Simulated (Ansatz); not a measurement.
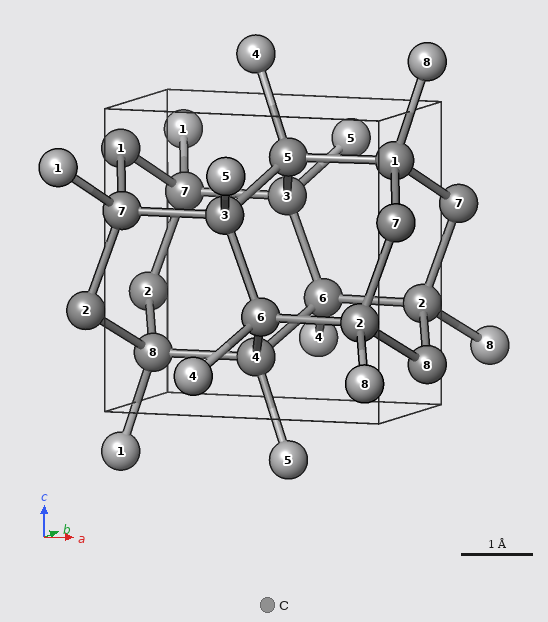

Figure 1. The structure as given in the input (ball-and-stick view of the cell of the calculation, set on other vectors, seen slightly off an axis; neighbours outside the cell are drawn fainter; atoms are numbered from 1 in the order of the input). An atom can appear more than once, as a periodic image. Near neighbours in the periodic cell (some may lie outside the picture): C has 4 C at 1.48 to 1.60 Å.

**C: single-point calculation**

The run: single-point calculation of C (Pnc2, 8 atoms in the cell). Method and program: DFT PBE, scalar-relativistic, plane waves, PAW, PAW set soft_1, no spin polarisation (Ansatz 0.2.0).

The structure derives from an entry of the Crystallography Open Database. Figures and captions count atoms from 1; the log counts them from 0 in places.

### What the program printed
```
Engine: ansatz 0.2.0, aarch64-unknown-linux-gnu
Pseudopotentials: kind: paw
Pseudopotential: C, paw, valence charge 4, recommended cutoff 420 eV (normal), [file]
Functional definition: PBE
  parameter kappa = 0.804
  parameter beta = 0.06672455060314922
  exchange = pbe_x(kappa = kappa, mu = beta*pi^2/3)
  correlation = pbe_c(beta = beta)
Crystal: 8 atoms, lattice volume = 45.675 Å³
Basis set: ecut = 520 eV, 1235 PW (Γ), exchange–correlation on 40×64×72 points (8 copies of the dense FFT grid, shifted against one another)
Bands: 24, of which v1, the nominal top of the filled ones, is band 16 counted from 1 (15 counted from 0)
Symmetry: 4 space group operations
Space group: Pnc2 (ITA 30), of the structure as read, at distance tolerance 3.6e-5 Å
k-points: 96 of 360 (time reversal used)
Non-local potential: C, projectors of the file, l = 0: 2, l = 1: 2, l = 2: 1
PAW form: soft (Blöchl's): semilocal exchange-correlation on the pseudo side does not see the compensation charge
PAW one-centre angular grid: C, 110 points (default); XC on 64 Gauss nodes
Initial density: superposition of atomic densities (chi_scale 0.1, normalization cell)
Initial wavefunctions: pseudopotential atomic-orbital guess
Functional: x = pbe(κ = 0.804, μ = 0.2195149727645171), c = pbe(β = 0.06672455060314922)
SCF iter   1: F=—  HF=-2008.030733 eV  |F-HF|=—  |Δ(HF+E_count)|=         —  Δρ=1.38e-1  dr2=6.14e0  ethr=3.10e-3  ⟨swp⟩=6.0  Hψ=10850  notcnv=0  defer=3
preconditioner: auto → none  [insulator: Δε(μ)=4.344 eV  Ē_g=16.873 eV  σ=0.050 eV  W_gap=1.00  n_scr=10 (ndim 8)  ℏωp=31.1 eV  f_vac=0.000  D(μ)=0.00/eV (n_scr^D=0)  ε∞_Penn≈4.4]
SCF iter   2: F=—  HF=-2006.022746 eV  |F-HF|=—  |Δ(HF+E_count)|=    2.01e0  Δρ=5.49e-2  dr2=8.54e-1  ethr=3.10e-3  ⟨swp⟩=3.0  Hψ=5447  notcnv=0  defer=300
SCF iter   3: F=—  HF=-2005.815435 eV  |F-HF|=—  |Δ(HF+E_count)|=   2.07e-1  Δρ=6.15e-3  dr2=6.53e-3  ethr=2.67e-3  ⟨swp⟩=2.8  Hψ=3913  notcnv=0  defer=300
SCF iter   4: F=—  HF=-2005.818552 eV  |F-HF|=—  |Δ(HF+E_count)|=   3.12e-3  Δρ=2.70e-3  dr2=5.71e-3  ethr=2.04e-5  ⟨swp⟩=2.1  Hψ=3871  notcnv=0  defer=300
SCF iter   5: F=—  HF=-2005.816943 eV  |F-HF|=—  |Δ(HF+E_count)|=   1.61e-3  Δρ=3.07e-4  dr2=1.34e-5  ethr=1.78e-5  ⟨swp⟩=2.0  Hψ=3033  notcnv=0  defer=300
SCF iter   6: F=—  HF=-2005.816967 eV  |F-HF|=—  |Δ(HF+E_count)|=   2.42e-5  Δρ=8.25e-5  dr2=1.10e-6  ethr=4.18e-8  ⟨swp⟩=2.0  Hψ=3832  notcnv=0  defer=300
SCF iter   7: F=-2005.816969 eV  HF=-2005.816969 eV  |F-HF|=3.39e-8  |Δ(HF+E_count)|=   1.72e-6  Δρ=9.40e-6  dr2=5.79e-8  ethr=3.13e-10  ⟨swp⟩=15.9  Hψ=18830  notcnv=0
SCF 1 converged in 7 iterations: F = -2005.816969 eV  dr2 = 5.79e-8
  greatest PAW one-centre occupation: 0.648 electrons in one spin orbital (limit 2), on the C atom at site 1 (counted from 0), in its partial waves of l = 0
```

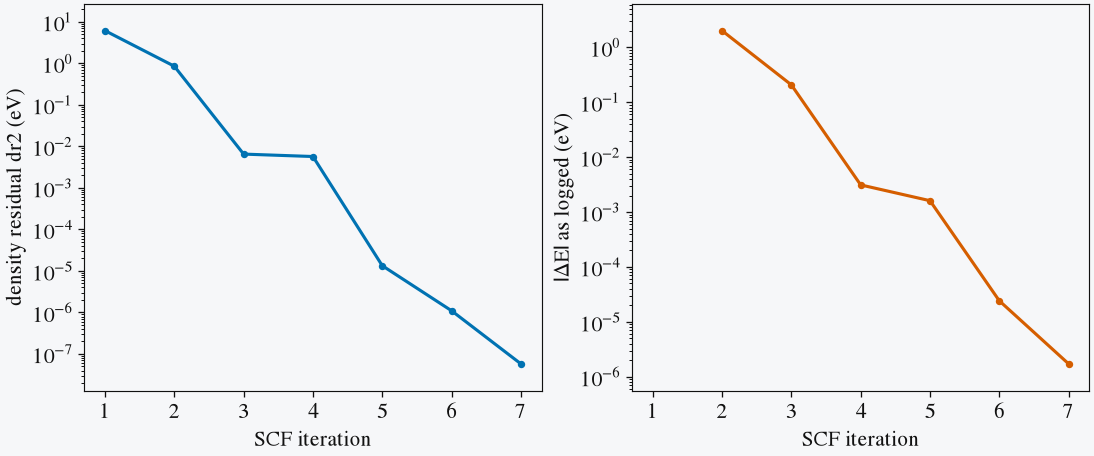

Figure 2. Convergence of the self-consistent field: density residual dr2 and size of the energy change against the SCF iteration. The residual falls at every step.

```
SCF converged after 7 iterations
Free energy (F): -2005.816969 eV
Harris-Foulkes:  -2005.816969 eV  (|F-HF|=3.39e-8)
Internal energy: -2005.816969 eV  (E = F + TS)
E sigma→0 (E₀):  -2005.816969 eV
Fermi energy:    15.172404 eV
--- Per-component energies (eV) ---
  E_band       = 137.096154
  E_kinetic    = 717.515611
  E_local      = -448.333734  (includes V_loc(G=0)·N_el)
  E_nonlocal   = 183.869331
  E_hartree    = 108.140426
  E_xc         = -381.282729
  E_vxc        = -470.865363  (∫ρ·V_xc dr)
  E_paw        = -799.600501  (= ΣΔE_a)
  E_vpaw       = -61.370038  (= ΣTr[D̂ρ^β])
  E_aug_tail   = 0.000013  (compensation charges beyond the density's cutoff)
  E_ewald      = -1386.125386
  E_smearing   = -0.000000  (= −TS)
  E_closure    = -0.000000  (closes the sum)
  Σ components = -2005.816969   (vs F -2005.816969, Δ=0.00e0)
--- Forces (eV/Å), atoms counted from 1 ---
  atom   1  C      3.18806196     0.22658875     0.14910434
  atom   2  C     -3.18806196     0.22658875     0.14910434
  atom   3  C      1.34341095    -0.22658956     0.14445907
  atom   4  C     -1.34341095    -0.22658956     0.14445907
  atom   5  C     -3.18806196     0.22658875    -0.14910434
  atom   6  C      3.18806196     0.22658875    -0.14910434
  atom   7  C     -1.34341095    -0.22658956    -0.14445907
  atom   8  C      1.34341095    -0.22658956    -0.14445907
  max |Σ_I F_I| component: 3.24e-6 eV/Å
--- Stress (GPa, compression-positive) ---
        2.748420       0.000000       0.000000
        0.000000       2.295184       0.000000
        0.000000       0.000000       0.665027
  P = ⅓ Tr σ = 1.9029 GPa (19.029 kbar)
--- Band table (eV; the first three rows and the last of 96) ---
  k-point 0: bands = ["-8.2072", "-2.9967", "-2.6958", "-1.1390", "-0.0981", "2.0872", "3.5246", "4.3051", "7.1369", "7.5843", "9.8570", "10.5340", "10.8699", "13.2290", "13.4409", "13.5305", "17.7903", "18.1600", "18.4283", "18.5756", "21.3603", "21.5339", "21.6561", "22.1781"]
  k-point 1: bands = ["-8.0355", "-4.0917", "-2.5413", "0.0620", "0.1788", "1.0318", "3.7422", "4.8137", "7.2897", "8.2806", "9.3881", "10.1889", "10.5931", "12.8020", "13.0039", "13.1688", "17.8671", "18.5191", "18.5545", "18.8422", "21.6606", "21.7947", "21.8997", "21.9879"]
  k-point 2: bands = ["-7.5222", "-5.5107", "-2.0795", "-0.2640", "0.5305", "1.7403", "3.3038", "6.7750", "7.5400", "7.7285", "9.4203", "9.5691", "10.7234", "11.1068", "12.4295", "12.5515", "18.0640", "18.4933", "19.3306", "19.3355", "21.5821", "21.5925", "22.5399", "23.0887"]
  k-point 95: bands = ["-1.6087", "-1.6087", "-1.4426", "-1.4426", "0.4009", "0.4009", "0.7961", "0.7961", "8.3188", "8.3188", "8.3569", "8.3569", "8.7421", "8.7421", "8.9041", "8.9041", "19.0853", "19.0853", "19.2481", "19.2481", "19.7210", "19.7210", "20.5282", "20.5282"]
```

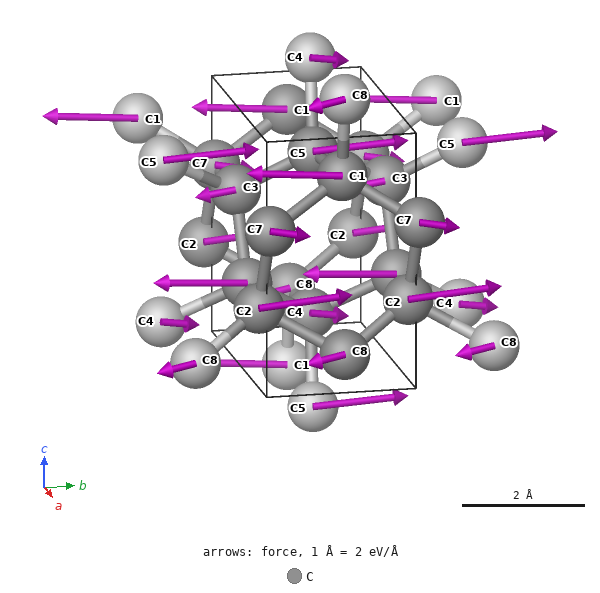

Figure 3. Forces on the atoms as pink arrows (ball-and-stick view of the cell of the calculation, set on other vectors, seen slightly off an axis; neighbours outside the cell are drawn fainter; atoms are numbered from 1 in the order of the input). The largest act on C1, C2, C5, C6 (3.20 eV/Å); C3, C4, C7, C8 (1.37 eV/Å). The geometry is not a stationary point of this energy.

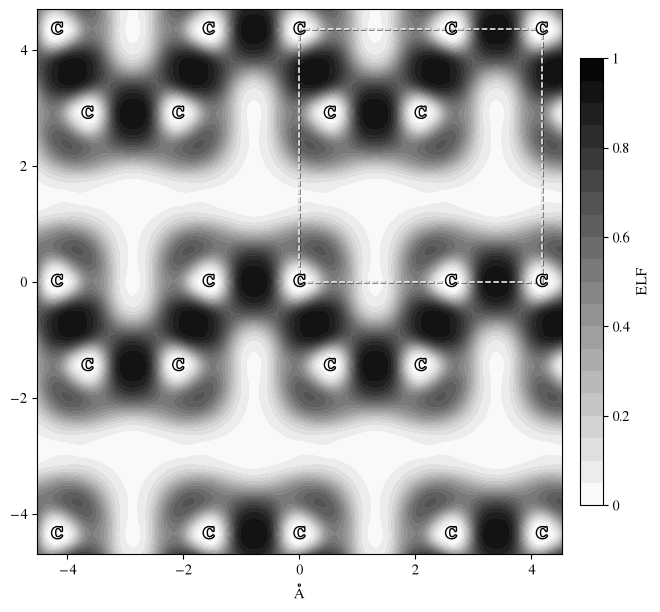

Figure 4. Electron localisation function on the (010) plane of the conventional cell. C–C (1.57 Å): the ELF peaks at about 0.95 between the atoms (localised, shared-pair bonding). C–C (1.57 Å): the ELF peaks at about 0.95 between the atoms, as expected for localised, shared-pair bonding. Core electrons are frozen (PAW), so the fields are smoothed inside the atomic spheres.

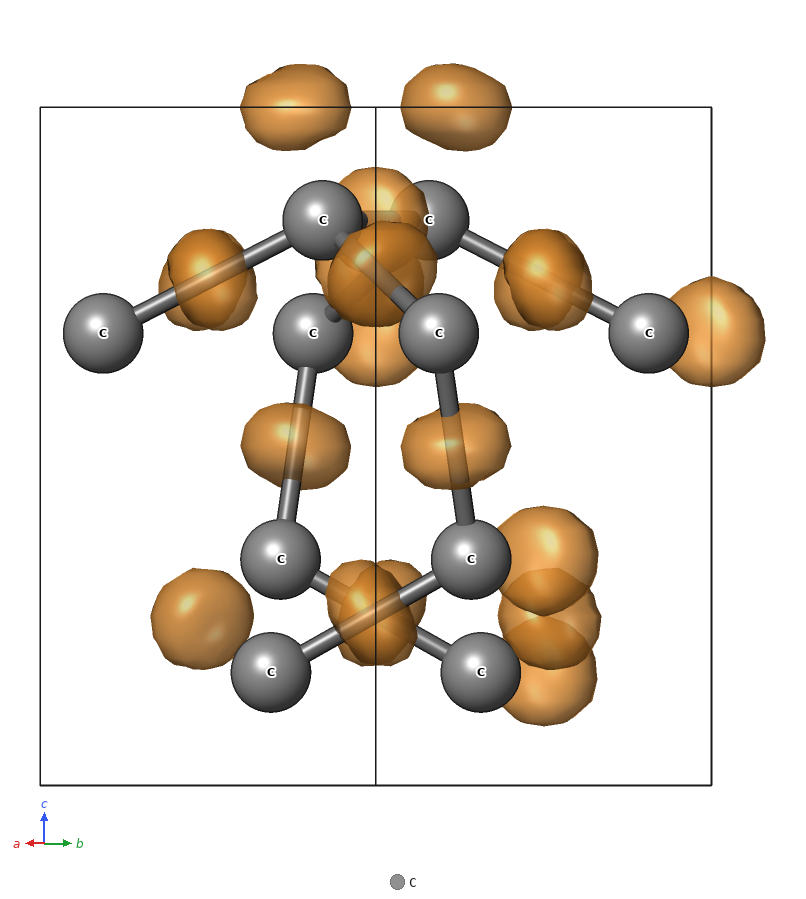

Figure 5. Isosurface of the ELF at 0.85 (orange), seen along [110]. Only the valence region is drawn (cores and ρ < 0.01 e/Å³ removed). Sticks mark near contacts. The outline is the cell set on symmetry axes. The ELF exceeds this value in 16 regions between bonded C–C atoms (shared pairs), counted in one cell of 8 atoms. Profiles from the grid: C–C (1.48 Å): the ELF peaks at about 0.95 between the atoms (a shared electron pair). C–C (1.54 Å): the ELF peaks at about 0.95 between the atoms (localised, shared-pair bonding).

The run was set up as follows.

### The input
```yaml
crystal:
  lattice:
    - [-2.5116408742, 0.0, 0.0]
    - [0.0, 0.0, -4.1802949113]
    - [0.0, -4.3502896045, 0.0]
  atoms:
    - { symbol: C, position: [0.5286665187, 0.9372685928, 0.1666666667] }
    - { symbol: C, position: [-0.0286665187, 0.9372685928, 0.6666666667] }
    - { symbol: C, position: [0.0, 0.4372685928, 0.3333333333] }
    - { symbol: C, position: [0.5, 0.4372685928, 0.8333333333] }
    - { symbol: C, position: [0.4713334813, 0.5627314072, 0.1666666667] }
    - { symbol: C, position: [0.0286665187, 0.5627314072, 0.6666666667] }
    - { symbol: C, position: [0.0, 0.0627314072, 0.3333333333] }
    - { symbol: C, position: [0.5, 0.0627314072, 0.8333333333] }
basis:
  ecutwfc: 520.0
kpoints:
  mp_grid: { grid: [10, 6, 6] }
hamiltonian:
  xc: pbe
  pseudopotentials: { kind: paw, azcp: { folder: soft_1 } }
scf:
  occupations: { method: gaussian, width: 0.05 }
output:
  forces: true
  stress: true
  eigenvalues: true
  write_density: true
  write_potential: true
  elf: true
  volumetric_format: npy
```

Launch command:
```bash
ansatz run input.yaml --threads 2 --pin off --max-ram 4096MiB --backend cpu --events-out ev --progress --plain --runs-dir out
```

### Results in brief

```csv
quantity,value
outcome,converged
space group (tolerance 0.01 Å),Pnc2 (30)
electrons treated,32
free energy,−2005.8170 eV
Fermi energy,15.172 eV
gap on the k-point mesh,3.28 eV
pressure,1.90 GPa
largest force (length of the vector),3.200 eV/Å
hardware,"2 threads of Arm Neoverse N1, 98 GiB of memory available, shared host"
wall time,18 s (CPU time 36 s)
peak memory,0.41 GiB
```
